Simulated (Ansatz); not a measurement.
# WSe$_{3}$: what the fields show

```xyz
8
Lattice="6.7027 0.0000 0.0000 0.0000 6.7027 0.0000 0.0000 0.0000 6.7632" Properties=species:S:1:pos:R:3 pbc="T T T"
W     3.3513    0.0000    6.1306
W     0.0000    3.3513    0.6326
Se    1.6757    5.0270    0.0000
Se    5.0270    5.0270    0.0000
Se    5.0270    1.6757    0.0000
Se    1.6757    1.6757    0.0000
Se    3.3513    0.0000    3.8659
Se    0.0000    3.3513    2.8974
```

Space group P4/nmm; a structure generated by program, which may or may not match a known phase.

The calculation used DFT PBE, scalar-relativistic, plane waves, PAW in Ansatz.

Core electrons are frozen (PAW), and the valence fields are smoothed inside the atomic spheres.

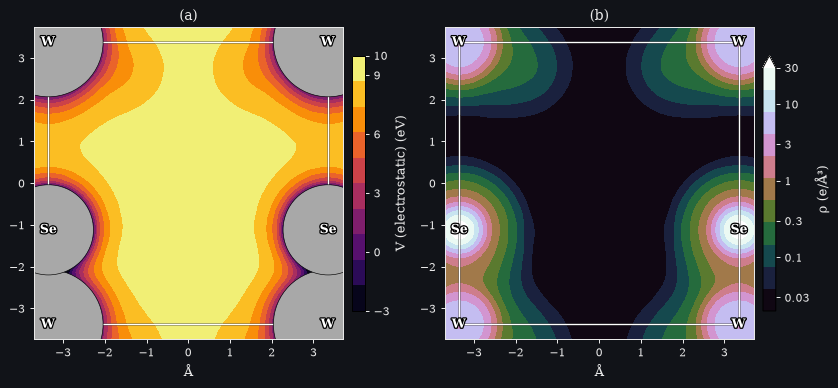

Figure 1. (a) electrostatic potential (local pseudopotential plus Hartree) felt by an electron; (b) valence charge density (pseudo) on the (100) plane of the conventional cell. Grey discs cover the atomic cores in the potential map.

### Describe what can be read from this map.

Atoms in the plane: W and Se. W–Se (2.26 Å): ρ is about 0.9 e/Å³ halfway. The density dies away to nearly zero in the voids. Outside the cores the potential energy rises away from the atoms and is highest about 3.2 Å from the nearest atoms; its zero is arbitrary.

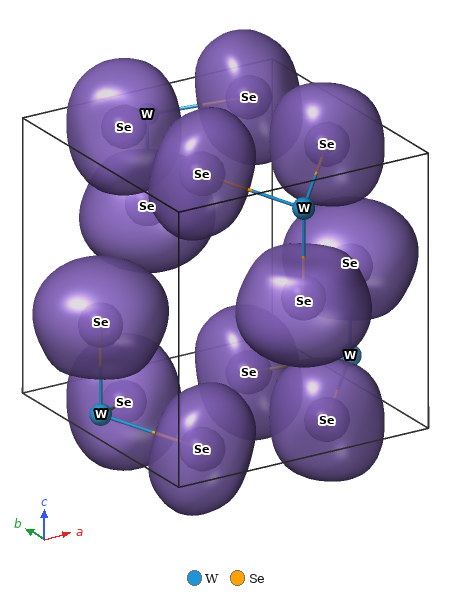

Figure 2. Isosurface of the ELF at 0.6 (purple), seen at an oblique angle. Only the valence region is drawn (cores and ρ < 0.01 e/Å³ removed). Sticks mark near contacts.

### Where are the electrons localised?

The ELF exceeds this value in six regions wrapped around Se (the valence shell of each), counted in one cell of 8 atoms. Regions shared between cells count once. Along the contacts the grid gives the following. W–Se (2.26 Å): the ELF is about 0.50 at the midpoint. W–Se (2.45 Å): the ELF is about 0.40 at the midpoint.

### Does the calculation make it a metal, or give it a gap?

It is metallic or semimetallic at this level of theory: no gap opens; semilocal functionals without U, or without the true magnetic order, often close the gap of such compounds.
